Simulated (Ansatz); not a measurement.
A periodic structure is given below.

```xyz
6
Lattice="3.1002 0.0000 0.0000 0.0000 3.1002 0.0000 0.0000 0.0000 8.3584" Properties=species:S:1:pos:R:3 pbc="T T T"
Al    1.5501    1.5501    1.3335
Al    0.0000    0.0000    2.8457
Ru    0.0000    0.0000    0.0000
Al    0.0000    0.0000    5.5127
Al    1.5501    1.5501    7.0248
Ru    1.5501    1.5501    4.1792
```

> Give a crystallographic description of this input.

The formula is Al2Ru. It belongs to space group I4/mmm (No. 139) and has a body-centred tetragonal lattice. One cell contains 4 Al, 2 Ru, 6 atoms in all.

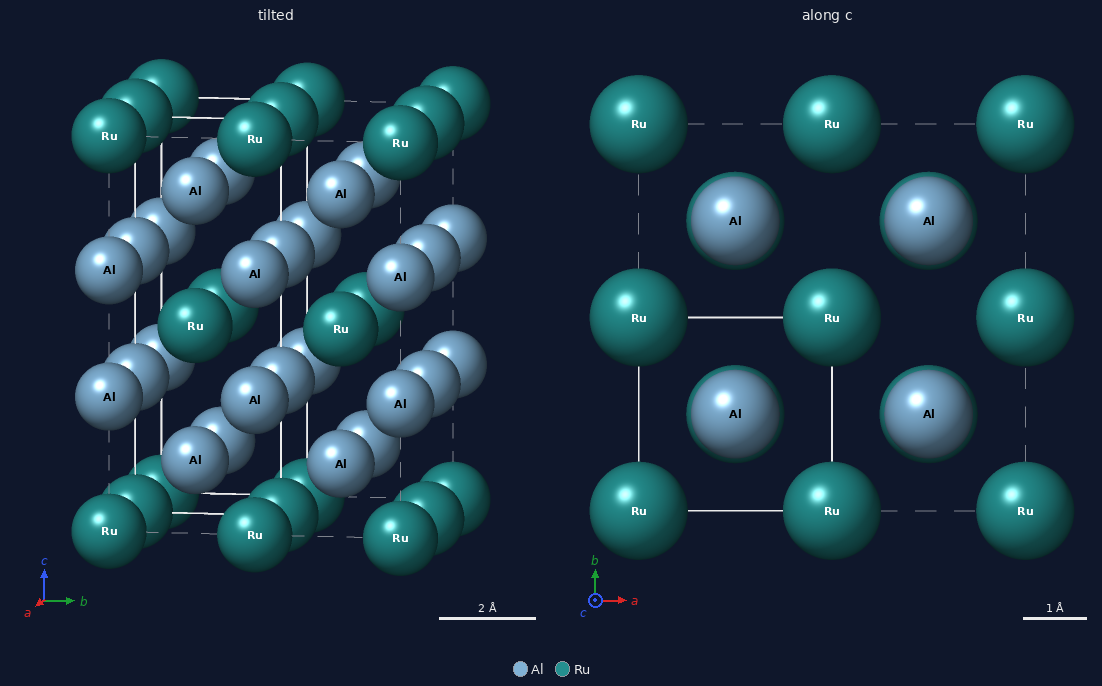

Spheres-only model, viewed slightly off an axis and along the c axis. The picture spans 2×2×1 cells, one conventional unit cell being drawn with solid lines. Colours: aluminium light blue, ruthenium teal.

The cell started as a structure listed in the Materials Project. It was relaxed with Ansatz 0.2.0, DFT PBEsol, scalar-relativistic, plane waves, PAW under a constraint or pressure on the cell, so some stress remains.
